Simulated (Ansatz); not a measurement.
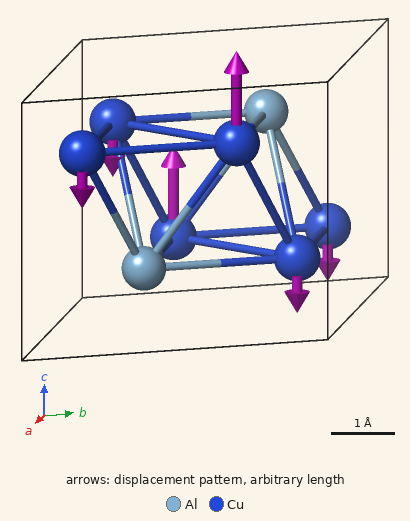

One vibrational mode of a crystal of AlCu$_{3}$ at the zone centre. Displacements are drawn as purple arrows; their common scale and sign are arbitrary. The picture is a ball-and-stick view of the cell of the calculation, seen slightly off an axis.

These are results of DFT PBEsol, scalar-relativistic, plane waves, PAW in Ansatz, not measurements.

Input
```yaml
crystal:
  lattice:
    - [5.1446000649, 0.0, 0.0]
    - [-2.5723000325, 4.4553543485, 0.0]
    - [0.0, 0.0, 4.1761331264]
  atoms:
    - { symbol: Al, position: [0.6666666667, 0.3333333333, 0.25] }
    - { symbol: Al, position: [0.3333333333, 0.6666666667, 0.75] }
    - { symbol: Cu, position: [0.3305652767, 0.1652826384, 0.75] }
    - { symbol: Cu, position: [0.8347173616, 0.1652826384, 0.75] }
    - { symbol: Cu, position: [0.8347173616, 0.6694347233, 0.75] }
    - { symbol: Cu, position: [0.6694347233, 0.8347173616, 0.25] }
    - { symbol: Cu, position: [0.1652826384, 0.8347173616, 0.25] }
    - { symbol: Cu, position: [0.1652826384, 0.3305652767, 0.25] }
basis:
  ecutwfc: 420
kpoints:
  mp_grid: { grid: [12, 12, 8] }
hamiltonian:
  xc: pbesol
scf:
  occupations: { method: fermi_dirac, width: 0.15 }
output:
  eigenvalues: true
phonons:
  method: dfpt
  eigenvectors: true
```

Command:
```bash
ansatz run input.yaml --threads 2 --pin off --max-ram 7168MiB --backend cpu --events-out ev --progress --plain --runs-dir out
```

The frequencies depend somewhat on the k-mesh and the smearing.

Question: Give the symmetry, activity and frequency of this mode.

Answer: This is the E₂u mode (doubly degenerate; one member of the set is drawn) at 24.0 meV, optical level 8 of 14, counted from below, silent by symmetry (neither infrared- nor Raman-active). The Al atoms stay at rest; all motion is along c; atoms of one kind move against one another, with no net shift of their sublattice.
